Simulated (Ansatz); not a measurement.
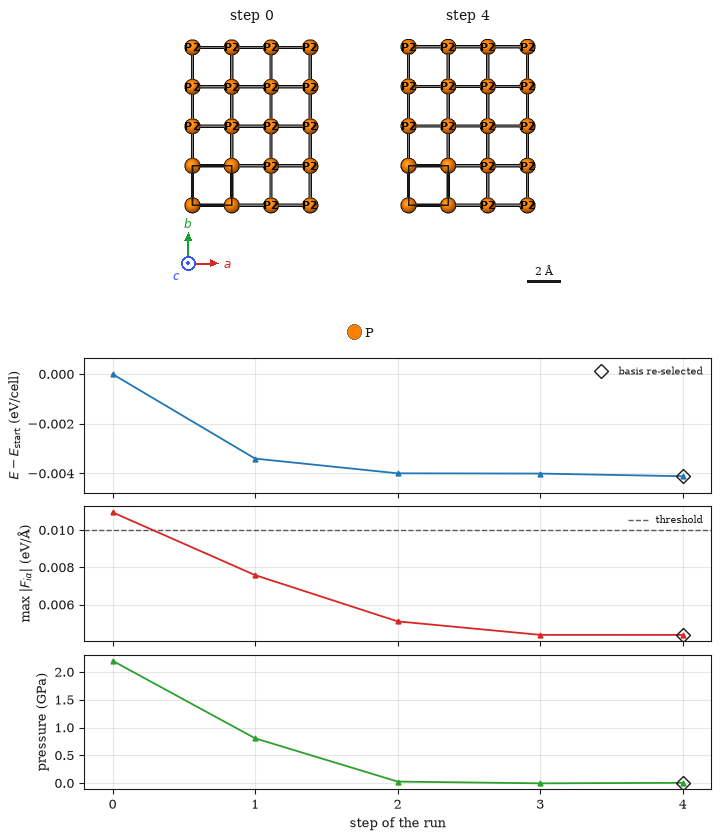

First and last geometry of a relaxation of crystalline P (built on the database_10 type), with the history of the run. Style: ball-and-stick. Shown: the cell of the calculation, repeated 3 × 4 × 1 with one cell outlined, along the c axis.

Case: structure listed in a database for this formula (P2/m, No. 10).

Level of theory: Ansatz 0.2.0, DFT PBE, scalar-relativistic, plane waves, PAW.

Input file:
```yaml
crystal:
  lattice:
    - [2.4246941115, 0.0, 0.0]
    - [0.0, 2.4385351442, 0.0]
    - [-0.0203144631, 0.0, 4.8524328982]
  atoms:
    - { symbol: P, position: [0.99999997, 0.0, 0.25057464] }
    - { symbol: P, position: [3.0e-08, 0.0, 0.74942536] }
basis:
  ecutwfc: 420
kpoints:
  mp_grid: { grid: [22, 22, 12] }
hamiltonian:
  xc: pbe
scf:
  occupations: { method: gaussian, width: 0.1 }
output:
  forces: true
  stress: true
  eigenvalues: true
relax:
  adjacent_minimum: "off"
  f_tol: 0.01
  max_steps: 80
  cell: { stress_tol: 0.05 }
```

**What do the curves and the structures tell?**

It converged. The energy falls by 4.1 meV per cell of the calculation in 3 accepted moves (4 points after the start). Largest force component: 0.011 eV/Å at the start, 0.0044 eV/Å at the end. The pressure goes from 2.20 to 0.00 GPa. At 1 point the geometry stayed and the basis and grid were re-selected for the new cell (energy shift of 0.1 meV per cell of the calculation at most each time). No atom moves by more than 0.005 Å relative to the cell. Cell: a 2.425 → 2.447 Å (+0.9 %), b 2.439 → 2.447 Å (+0.3 %), c 4.852 → 4.881 Å (+0.6 %), β 90.2° → 90.0°. Volume +1.9 %. Near-neighbour distances that change, for instance: P1–P1 2.425 → 2.447 Å, P1–P2 2.421 → 2.437 Å. The space group (tolerance 0.01 Å) goes from P2/m (No. 10) to Pm-3m (No. 221). The run took about 2.9 core-minutes on a shared host.
